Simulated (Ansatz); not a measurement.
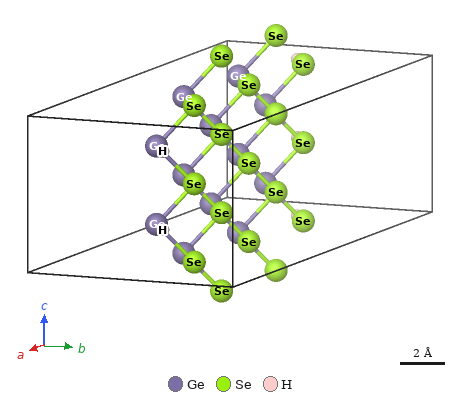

A wire of composition Ge5H2Se5, before the relaxation. The picture is a ball-and-stick view of the 2 repeat of the cell, with the vacuum cut short, seen slightly off an axis.

Case: zigzag ribbon, 5 formula units a period, edges capped with H.

The calculation used DFT PBE, scalar-relativistic, plane waves, PAW (Ansatz 0.2.0).

Input
```yaml
crystal:
  lattice:
    - [25.3, 0.0, 0.0]
    - [0.0, 10.7, 0.0]
    - [0.0, 0.0, 3.6694138038]
  atoms:
    - { symbol: Ge, position: [0.2685807808, 0.4325859159, 0.5] }
    - { symbol: Ge, position: [0.3941857441, 0.4325859159, 0.0] }
    - { symbol: Ge, position: [0.5197907074, 0.4325859159, 0.5] }
    - { symbol: Ge, position: [0.6453956707, 0.4325859159, 0.0] }
    - { symbol: Ge, position: [0.7710006339, 0.4325859159, 0.5] }
    - { symbol: Se, position: [0.2267124597, 0.5674140841, 0.0] }
    - { symbol: Se, position: [0.352317423, 0.5674140841, 0.5] }
    - { symbol: Se, position: [0.4779223863, 0.5674140841, 0.0] }
    - { symbol: Se, position: [0.6035273496, 0.5674140841, 0.5] }
    - { symbol: Se, position: [0.7291323129, 0.5674140841, 0.0] }
    - { symbol: H, position: [0.8213125733, 0.513595453, 0.5] }
    - { symbol: H, position: [0.1786874267, 0.4900867987, 0.0] }
basis:
  ecutwfc: 420
kpoints:
  mp_grid: { grid: [1, 1, 15] }
hamiltonian:
  xc: pbe
scf:
  occupations: { method: gaussian, width: 0.05 }
output:
  forces: true
  stress: true
  eigenvalues: true
  populations: true
  write_density: true
  write_potential: true
  elf: true
  volumetric_format: npy
relax:
  adjacent_minimum: "off"
  f_tol: 0.02
  max_steps: 45
  cell: { fix: [a, b, alpha, beta, gamma], stress_tol: 0.03 }
```

Launched with:
```bash
ansatz run input.yaml --threads 4 --pin off --max-ram 11264MiB --backend cpu --events-out ev --progress --plain --runs-dir out
```

Question: Where does the relaxation end?

Answer: The energy falls by 0.225 eV per cell of the calculation in 25 accepted moves (29 points after the start). Largest force component: 0.89 eV/Å at the start, 0.011 eV/Å at the end. The line search rejected the trial steps at points 7, 18, 20 of the run. The SCF was repeated once at an unchanged geometry on a basis and grid sized afresh for the cell, which shifted the energy by 1.1 meV per cell of the calculation at most. The atom that moves furthest relative to the centre of the atoms is H12 (1.63 Å). Largest moves by element: H 1.63 Å, Ge 1.18 Å, Se 1.09 Å. Along the periodic axis the drawn cell goes c 7.339 → 7.488 Å (+2.0 %). Near-neighbour distances that change, for instance: Ge2–Se8 2.563 → 2.482 Å, Ge1–Se7 2.563 → 2.492 Å, Ge1–Se6 2.563 → 2.628 Å, Ge5–H11 1.540 → 1.598 Å. Among the angles between lasting bonds that change: Ge4–Se10–Ge5 91.4° → 81.7°, Ge1–Se7–Ge2 91.4° → 82.6°, Ge2–Se8–Ge3 91.4° → 84.6°.

Step by step:

```tsv
step	E − E(0), meV/atom	largest force component, eV/Å	note
0	0.00	0.8883	
1	-12.87	0.2185	
2	-14.27	0.1035	
3	-14.71	0.0483	
4	-14.90	0.0396	
5	-15.52	0.0526	
6	-15.87	0.2259	
7	-15.49	0.2354	rejected
8	-16.31	0.0287	
9	-16.62	0.0331	
10	-16.72	0.1580	
11	-16.87	0.1653	
12	-17.21	0.1166	
13	-17.56	0.0631	
14	-17.63	0.2033	
15	-17.87	0.0741	
16	-18.03	0.0477	
17	-18.27	0.0763	
18	-18.24	0.0800	rejected
19	-18.38	0.0546	
20	-18.33	0.0762	rejected
21	-18.47	0.0577	
22	-18.50	0.0404	
23	-18.56	0.0471	
24	-18.58	0.0398	
25	-18.60	0.0367	
26	-18.61	0.0251	
27	-18.61	0.0316	
28	-18.63	0.0113	
29	-18.72	0.0111	same geometry, new basis
```

The structure at the end:

```xyz
12
Lattice="25.3000 0.0000 0.0000 0.0000 10.7000 0.0000 0.0000 0.0000 3.7439" Properties=species:S:1:pos:R:3 pbc="T T T"
Ge    7.6837    4.3583    1.8720
Ge   10.2658    5.4445    0.0000
Ge   13.1312    5.6882    1.8720
Ge   15.9891    5.1946    0.0000
Ge   18.4753    4.0527    1.8720
Se    6.0094    5.1318    0.0000
Se    8.8349    6.5685    1.8720
Se   12.0576    7.1618    0.0000
Se   15.2918    6.8981    1.8720
Se   18.3917    5.8292    0.0000
H    20.0731    4.0901    1.8720
H     5.3071    3.8215    0.0000
```

After the run, drawn alike:

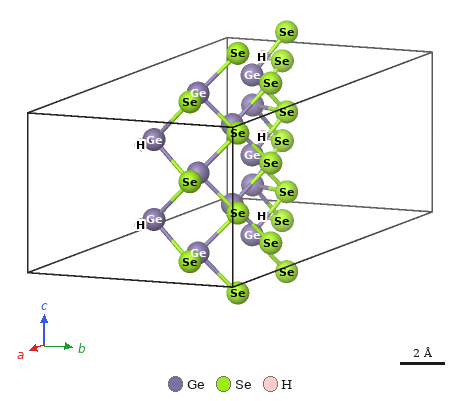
